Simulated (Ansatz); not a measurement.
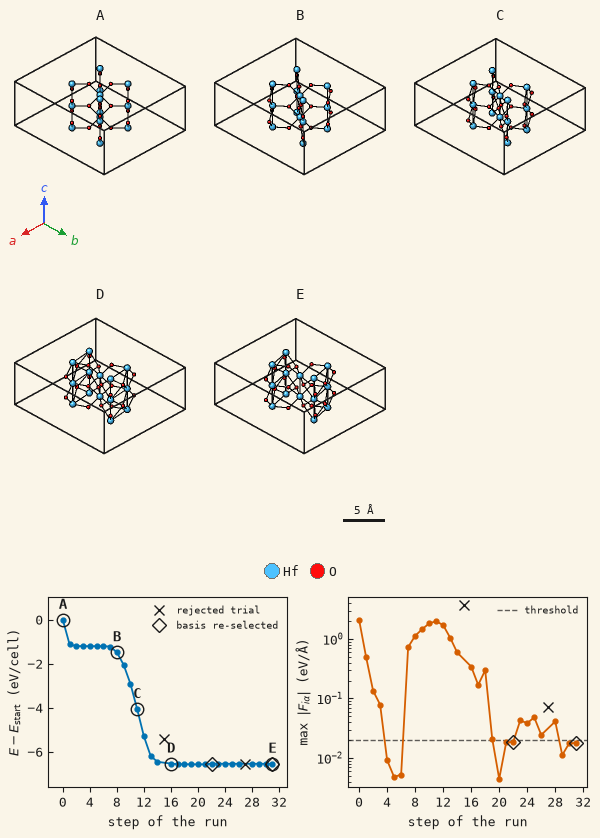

Frames of a relaxation of a wire of composition HfO$_{2}$, marked on the history of the run. Style: ball-and-stick. Shown: the 2 repeat of the cell, with the vacuum cut short (origin shifted), from a free direction.

Case: wire along [0 0 1], 15 atoms a period.

All numbers below come from Ansatz 0.2.0, DFT PBEsol, scalar-relativistic, plane waves, PAW.

Input
```yaml
crystal:
  lattice:
    - [15.7, 0.0, 0.0]
    - [0.0, 16.0, 0.0]
    - [0.0, 0.0, 3.2097164526]
  atoms:
    - { symbol: Hf, position: [0.5, 0.5, 0.0] }
    - { symbol: Hf, position: [0.3461743691, 0.3490585997, 0.5] }
    - { symbol: Hf, position: [0.3461743691, 0.6509414003, 0.5] }
    - { symbol: Hf, position: [0.6538256309, 0.3490585997, 0.5] }
    - { symbol: Hf, position: [0.6538256309, 0.6509414003, 0.5] }
    - { symbol: O, position: [0.5599827367, 0.4411419396, 0.5] }
    - { symbol: O, position: [0.2861916324, 0.2902005393, 0.0] }
    - { symbol: O, position: [0.2861916324, 0.5920833399, 0.0] }
    - { symbol: O, position: [0.5938428942, 0.2902005393, 0.0] }
    - { symbol: O, position: [0.5938428942, 0.5920833399, 0.0] }
    - { symbol: O, position: [0.4061571058, 0.4079166601, 0.0] }
    - { symbol: O, position: [0.4061571058, 0.7097994607, 0.0] }
    - { symbol: O, position: [0.7138083676, 0.4079166601, 0.0] }
    - { symbol: O, position: [0.7138083676, 0.7097994607, 0.0] }
    - { symbol: O, position: [0.4400172633, 0.5588580604, 0.5] }
basis:
  ecutwfc: 420
kpoints:
  mp_grid: { grid: [1, 1, 10] }
hamiltonian:
  xc: pbesol
scf:
  occupations: { method: gaussian, width: 0.05 }
output:
  forces: true
  stress: true
  eigenvalues: true
  populations: true
  write_density: true
  write_potential: true
  elf: true
  volumetric_format: npy
relax:
  adjacent_minimum: "off"
  f_tol: 0.02
  max_steps: 45
  cell: { fix: [a, b, alpha, beta, gamma], stress_tol: 0.03 }
```

Run as
```bash
ansatz run input.yaml --threads 4 --pin off --max-ram 11264MiB --backend cpu --events-out ev --progress --plain --runs-dir out
```

What happens along the run?

After 27 accepted moves (31 points after the start) the energy has fallen by 6.537 eV per cell of the calculation. Largest force component: 2.1 eV/Å at the start, 0.018 eV/Å at the end. The line search rejected the trial steps at points 15, 27 of the run. The SCF was repeated twice at an unchanged geometry on a basis and grid sized afresh for the cell, which shifted the energy by 30.0 meV per cell of the calculation at most. The largest moves relative to the layer's centre, 1.98 Å, are those of O7 and O14. By element the largest moves are O 1.98 Å, Hf 1.79 Å. Along the periodic axis the drawn cell goes c 6.419 → 6.056 Å (−5.7 %). Among the contacts that change: Hf2–O9 4.311 → 2.365 Å, Hf2–Hf4 4.830 → 3.212 Å, Hf1–Hf1 3.210 → 3.028 Å, Hf3–O8 2.085 → 1.936 Å. New bonds form: Hf2–Hf4 (4.83 → 3.21 Å), Hf2–O9 (4.31 → 2.37 Å), Hf3–Hf5 (4.83 → 3.21 Å), Hf5–O12 (4.31 → 2.37 Å). Among the angles between lasting bonds that change: O7–Hf2–O11 180.0° → 147.7°, O11–Hf2–O11 100.6° → 88.2°, Hf2–O11–Hf2 100.6° → 88.2°. The run took 9.7 min on 4 threads of Arm Neoverse V2 (shared host), peak memory 2.2 GiB. From step 0 to 8: O atoms move most (0.42 Å), energy −1.474 eV per cell of the calculation. From step 8 to 11: Hf atoms move most (0.57 Å), energy −2.583 eV per cell of the calculation. From step 11 to 16: O atoms move most (0.55 Å), energy −2.473 eV per cell of the calculation. From step 16 to 31: O atoms move most (0.61 Å), energy −6.7 meV per cell of the calculation.

```tsv
step	E − E(0), meV/atom	largest force component, eV/Å	note
0	0.00	2.0923	
1	-74.45	0.4954	
2	-79.40	0.1342	
3	-79.53	0.0788	
4	-79.73	0.0092	
5	-79.72	0.0048	
6	-79.72	0.0053	
7	-80.71	0.7306	
8	-98.27	1.1296	
9	-136.33	1.4615	
10	-193.38	1.8241	
11	-270.46	1.9920	
12	-353.00	1.7064	
13	-412.43	1.0493	
14	-429.73	0.5928	
16	-435.32	0.3433	
17	-436.94	0.1691	
18	-437.11	0.2976	
19	-437.42	0.0211	
20	-437.45	0.0045	
21	-437.49	0.0183	
22	-435.49	0.0186	same geometry, new basis
23	-435.60	0.0427	
24	-435.66	0.0385	
25	-435.77	0.0481	
27	-435.73	0.0727	rejected
28	-435.78	0.0411	
29	-435.82	0.0112	
30	-435.84	0.0177	
31	-435.77	0.0178	same geometry, new basis
```
